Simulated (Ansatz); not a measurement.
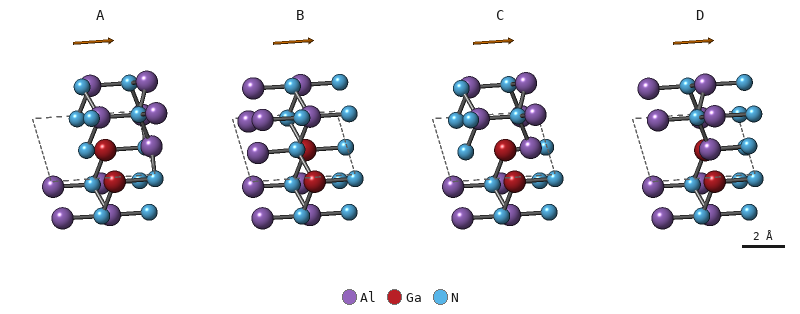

A scan of a crystal of Al₃GaN₄ (Pm): the crystal above a cut along the (0 0 1) plane of the conventional cell (between a plane of Ga/N below and one of Al/N above, 0.91 Å apart) is slid rigidly by fractions of an in-plane lattice vector 5.04 Å long (a generalised stacking fault). One cut stands in each cell, which starts 10.8 Å high; nothing is relaxed, and the dashed outline marks the cut, the arrow on top the direction of slip. Style: ball-and-stick. Shown: the layers on both sides of the cut, obliquely from above.

Method: Ansatz 0.2.0, DFT r2SCAN, scalar-relativistic, plane waves, PAW. (plane-wave cutoff 500 eV; k-point mesh 5 × 7 × 2; occupations gaussian; smearing width 0.05 eV; no spin polarisation). Energies (free energies at the smearing named) are counted from the relaxed crystal.

Order these geometries by energy, lowest first.

Lowest first: B (the slip 0.00, 0 mJ/m²), A (the slip 0.90, 1960 mJ/m²), C (the slip 0.70, 11155 mJ/m²), D (the slip 0.50, 15599 mJ/m²). Over the whole scan: the curve starts and ends at zero, since a full lattice vector restores the crystal. Its highest computed point is 15599 mJ/m² at slip 0.50, which the unstable stacking-fault energy of this rigid path equals or slightly exceeds. No local minimum shows among the points, so there is no metastable fault on this line. The path isn't symmetric about half-way. Relaxation across the fault would lower the values.
